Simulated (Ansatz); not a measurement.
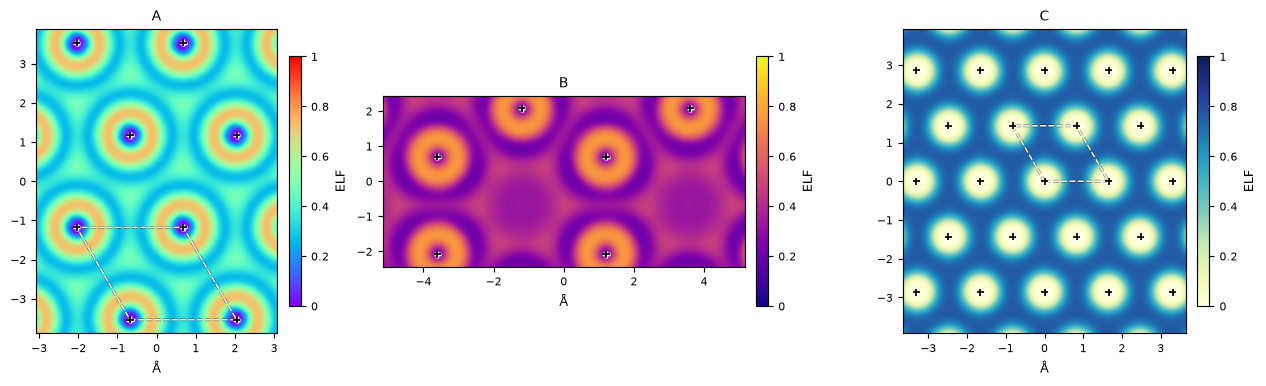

The electron localisation function of 3 systems, each on a plane through atoms (crosses mark nuclei in the plane).

Computed with DFT, RPBE, plane waves (420 eV) with PAW, scalar-relativistic in Ansatz 0.2.0.

System 1: B, the (001) plane of the conventional cell. Space group P6₃/mmc; set up as B, dhcp; a generated structure, not necessarily the stable one; changed on purpose from its base cell (volume × 0.88); computed pressure about 18 GPa in this cell.

```yaml
crystal:
  lattice:
    - [1.65257, 0.00000, 0.00000]
    - [-0.82629, 1.43117, 0.00000]
    - [0.00000, 0.00000, 20.42819]
  atoms:
    - { symbol: B, position: [0.00000, 0.00000, 0.00000] }
    - { symbol: B, position: [0.00000, 0.00000, 0.50000] }
    - { symbol: B, position: [0.33333, 0.66667, 0.25000] }
    - { symbol: B, position: [0.66667, 0.33333, 0.75000] }
```

System 2: Mo, the (001) plane of the conventional cell. Space group P6/mmm; set up as Mo, omega (AlB2-type); a generated structure, not necessarily the stable one; changed on purpose from its base cell (volume × 1.08); computed pressure about −15 GPa in this cell; computed without spin polarisation.

```
Mo
1.0
     4.81259    0.00000    0.00000
    -2.40629    4.16783    0.00000
     0.00000    0.00000    2.64215
Mo
3
Cartesian
  0.0000 0.0000 0.0000
  0.0000 2.7786 1.3211
  2.4063 1.3893 1.3211
```

System 3: W, the (001) plane of the conventional cell. Space group P6₃/mmc; set up as W, dhcp; a generated structure, not necessarily the stable one; changed on purpose from its base cell (volume × 0.92); computed pressure about 27 GPa in this cell.

```cif
data_structure
_symmetry_space_group_name_H-M 'P 1'
_symmetry_Int_Tables_number 1
_cell_length_a 2.7202
_cell_length_b 2.7202
_cell_length_c 9.5978
_cell_angle_alpha 90.000
_cell_angle_beta 90.000
_cell_angle_gamma 120.000
_cell_volume 61.50
loop_
_atom_site_label
_atom_site_type_symbol
_atom_site_fract_x
_atom_site_fract_y
_atom_site_fract_z
_atom_site_occupancy
W1 W 0.00000 0.00000 0.00000 1
W2 W 0.00000 0.00000 0.50000 1
W3 W 0.33333 0.66667 0.25000 1
W4 W 0.66667 0.33333 0.75000 1
```

Question: Which map belongs to which system?

Answer: Panel A is system 3, W: the plane holds W. W–W (2.72 Å): the ELF is about 0.35 at the midpoint. Panel B is system 2, Mo: the plane holds Mo. Mo–Mo (2.78 Å): the ELF is about 0.35 at the midpoint. Panel C is system 1, B: the plane holds B. B–B (1.65 Å): the ELF peaks at about 0.75 between the atoms.
